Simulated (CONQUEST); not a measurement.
# Energy of SiO2 along an even scaling of the cell

System: SiO2 (I-42d, 12 atoms in the cell).
Method: Kohn-Sham DFT of a periodic cell, PBEsol, PseudoDojo NC PBEsol, no spin polarisation (CONQUEST 1.3).

The 7 runs differ only in the geometry, by an even scaling of the cell at fixed fractional positions. The structure derives from a Materials Project entry.

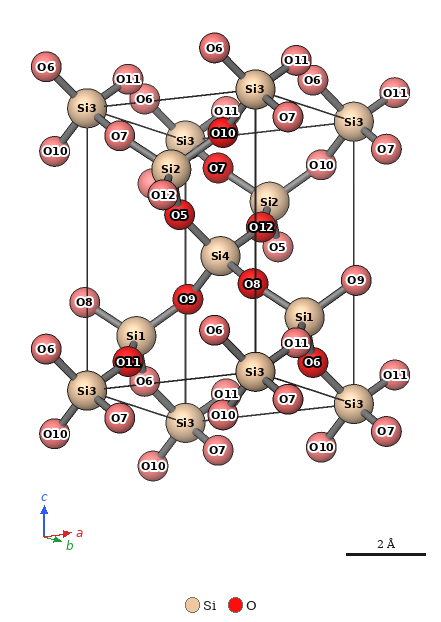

Figure 1. The structure of run 4 (ball-and-stick view of the cell of the calculation, seen at an oblique angle; neighbours outside the cell are drawn fainter; atoms are numbered from 1 in the order of the input). An atom can appear more than once, as a periodic image.

### Input of run 4
```
IO.Title SiO2
IO.Coordinates coords.dat
IO.FractionalAtomicCoords T
IO.Iprint 2
IO.Iprint_init 1
General.NumberOfSpecies 2
General.PseudopotentialType hamann
AtomMove.TypeOfRun static
AtomMove.FullStress T
Grid.PointsAlongX 60
Grid.PointsAlongY 60
Grid.PointsAlongZ 80
DM.SolutionMethod diagon
Diag.MPMesh T
Diag.GammaCentred T
Diag.MPMeshX 6
Diag.MPMeshY 6
Diag.MPMeshZ 4
Diag.kT 0.00183747
minE.SCTolerance 1e-6
SC.MaxIters 100
IO.AtomChargeOutput T
%block ChemicalSpeciesLabel
1 28.090 Si
2 16.000 O
%endblock
```

Command:
```bash
OMP_NUM_THREADS=1 Conquest
```

Lattice vectors (Å) and fractional positions of run 4:
```
   4.954581    0.000000    0.000000
   0.000000    4.954581    0.000000
   0.000000    0.000000    7.311342
Si  0.000000  0.500000  0.250000
Si  0.500000  0.000000  0.750000
Si  0.000000  0.000000  0.000000
Si  0.500000  0.500000  0.500000
O   0.403214  0.250000  0.625000
O   0.903214  0.750000  0.125000
O   0.250000  0.903214  0.875000
O   0.750000  0.403214  0.375000
O   0.250000  0.596786  0.375000
O   0.750000  0.096786  0.875000
O   0.096786  0.250000  0.125000
O   0.596786  0.750000  0.625000
```

Run 3 has the same physical settings and fractional positions; its lattice vectors (Å) are:
```
   4.921328    0.000000    0.000000
   0.000000    4.921328    0.000000
   0.000000    0.000000    7.262272
```

### Results, with one run withheld

| run | volume per atom (Å³) | free energy per atom, from the lowest run given (meV) | pressure (GPa) | gap on the mesh (eV) |
| --- | --- | --- | --- | --- |
| 1 | 14.059 | 59.41 | 15.69 | 6.71 |
| 2 | 14.358 | 34.08 | 11.46 | 6.58 |
| 3 | 14.657 | ? | ? | ? |
| 4 | 14.956 | 5.03 | 4.29 | 6.30 |
| 5 | 15.256 | 0.00 | 1.16 | 6.14 |
| 6 | 15.555 | 0.53 | −1.65 | 5.98 |
| 7 | 15.854 | 6.04 | −4.16 | 5.82 |

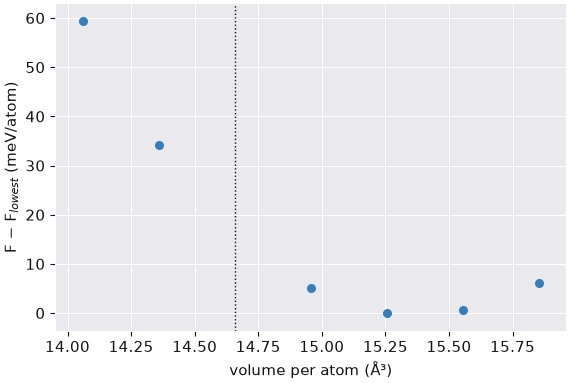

Figure 2. Free energy per atom of the runs given; the dotted line marks run 3.

Estimate the energy of run 3 from the others.

A cubic polynomial in V^(−2/3) (the Birch–Murnaghan form), fitted to the 6 runs given, misses them by at most 0.01 meV per atom. With x = V^(−2/3) − 0.16453 Å⁻², it reads F = 4.3166 + 3387.6 x + 6.0525e+05 x² + 1.1694e+05 x³ (meV per atom). At run 3 it gives 16.18 meV per atom, and the run itself gives 16.13. The slope of the fit gives a pressure −dF/dV of 7.72 GPa there, and the run prints 7.73 GPa. The fit has its minimum at 15.375 Å³ per atom, where V d²F/dV² gives 146 GPa. Cell shape and fractional positions are held, so this is the stiffness under even scaling; the relaxed bulk modulus wasn't computed. The gap on the mesh goes, without turning, from 6.71 eV in run 1 to 5.82 eV in run 7; run 3 has 6.44 eV. These are gaps of this functional on this mesh, which can miss the band edges; they aren't the measured gap.

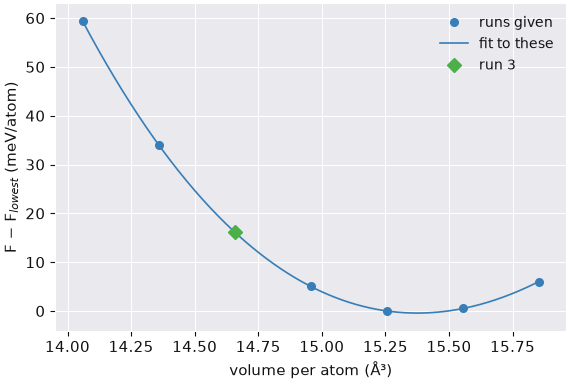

Figure 3. The fit and the withheld run.

### Some lines of the output (run 3)
```
[...]
      Using Fermi-Dirac smearing
          DFT Total Energy                 :      -148.707874737177974 Ha
          DFT Total Energy                 :      -149.170688751327361 Ha
          DFT Total Energy                 :      -149.207368716440499 Ha
          DFT Total Energy                 :      -149.207428811000966 Ha
          DFT Total Energy                 :      -149.207441557814263 Ha
          DFT Total Energy                 :      -149.207442876889729 Ha
          DFT Total Energy                 :      -149.207442878136504 Ha
      |* DFT total energy        =      -149.207442878136504 Ha
    force: Average pressure:      7.72972487 GPa
```

Notes: With a small basis of atomic orbitals these values can differ much from converged plane-wave results.
